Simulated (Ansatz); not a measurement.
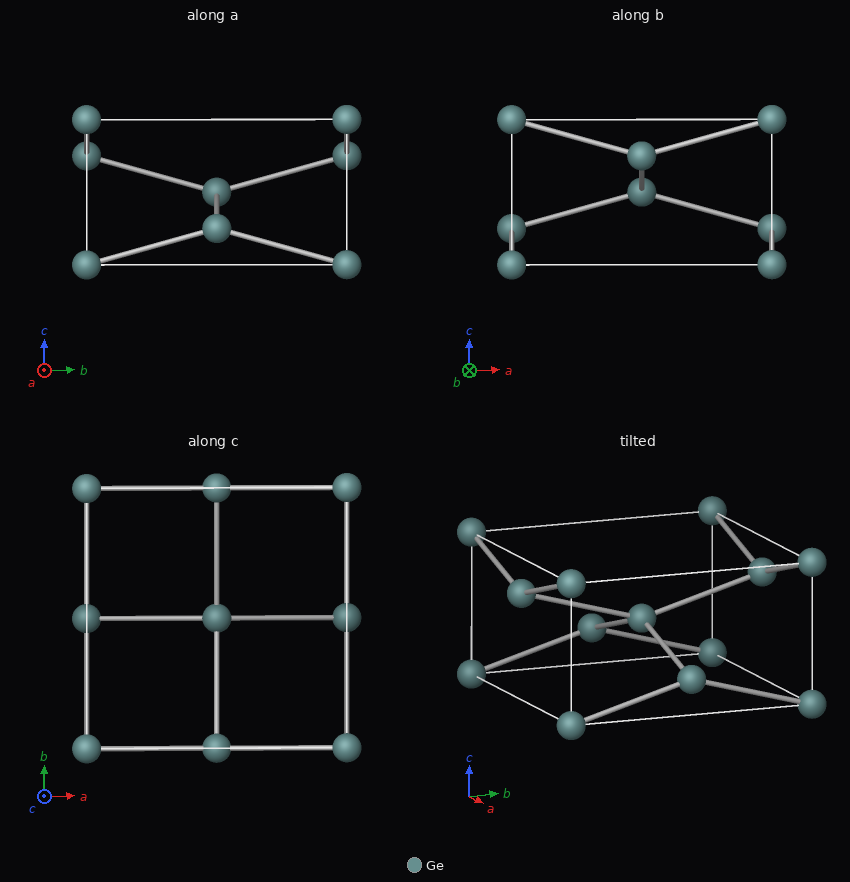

Ball-and-stick drawing of the structure, looking along the a axis, along the b axis, along the c axis and slightly off an axis. The drawn cell (a repeat of the simulation cell) is outlined; an atom on or near a face, edge or corner is repeated at each equivalent position.

Lattice parameters: a = 5.3442 Å, b = 5.3442 Å, c = 2.9835 Å, α = 89.948°, β = 89.948°, γ = 89.768°.

> Record the structure as a CIF in P1 with every atom of the cell.

```cif
data_structure
_symmetry_space_group_name_H-M 'P 1'
_symmetry_Int_Tables_number 1
_cell_length_a 5.3442
_cell_length_b 5.3442
_cell_length_c 2.9835
_cell_angle_alpha 89.948
_cell_angle_beta 89.948
_cell_angle_gamma 89.768
_cell_volume 85.21
loop_
_atom_site_label
_atom_site_type_symbol
_atom_site_fract_x
_atom_site_fract_y
_atom_site_fract_z
_atom_site_occupancy
Ge1 Ge 0.0000 0.9996 0.0002 1
Ge2 Ge 0.5000 0.4996 0.5002 1
Ge3 Ge 0.4996 0.0000 0.7502 1
Ge4 Ge 0.9996 0.5000 0.2502 1
```

The cell started as a structure type filled with this element by a generator (whether the element takes this form wasn't checked). A relaxation with DFT, BLYP, plane waves (420 eV) with PAW, scalar-relativistic (Ansatz 0.2.0) gave the geometry drawn.
